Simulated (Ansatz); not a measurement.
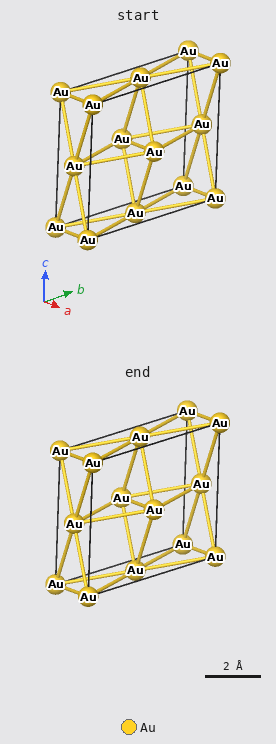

The structure of a crystal of Au (set up in C2/m) before (top) and after (bottom) a relaxation, at one scale.

A ball-and-stick model of the reduced cell, seen slightly off an axis. Lengths and directions refer to the drawn axes.

Case: film's bulk on the substrate's plane, third vector and atoms relaxed.

Computed with DFT LDA, scalar-relativistic, plane waves, PAW (Ansatz). Settings: plane-wave cutoff 420 eV; k-point mesh 7 × 7 × 16; occupations gaussian; smearing width 0.1 eV; no spin polarisation; cell relaxed at fixed a, b, gamma; force threshold 0.01 eV/Å; at most 50 steps.

Question: Describe what moved and what it gained.

Answer: After 3 accepted moves (4 points after the start) the energy has fallen by 3.5 meV per atom. All forces vanish by symmetry, so only the cell relaxes. Pressure: −5.89 GPa at the start and −4.05 GPa at the end. At 1 point the geometry stayed and the basis and grid were re-selected for the new cell (energy shift of 0.1 meV per atom at most each time). No atom moves by more than 0.005 Å relative to the cell. Cell: a 2.756 → 2.773 Å (+0.6 %), b = c 5.132 → 5.086 Å (−0.9 %), α 75.8° → 76.6°, β 85.1° → 84.3°, γ 85.1° → 84.3°. Volume −1.0 %. Near-neighbour distances that change, for instance: Au–Au 2.807 → 2.774 Å, Au–Au 2.756 → 2.773 Å. The space group stays C2/m (No. 12). Cost: 22 s on 8 threads of Arm Neoverse V1, on a shared host, peak memory 0.82 GiB.
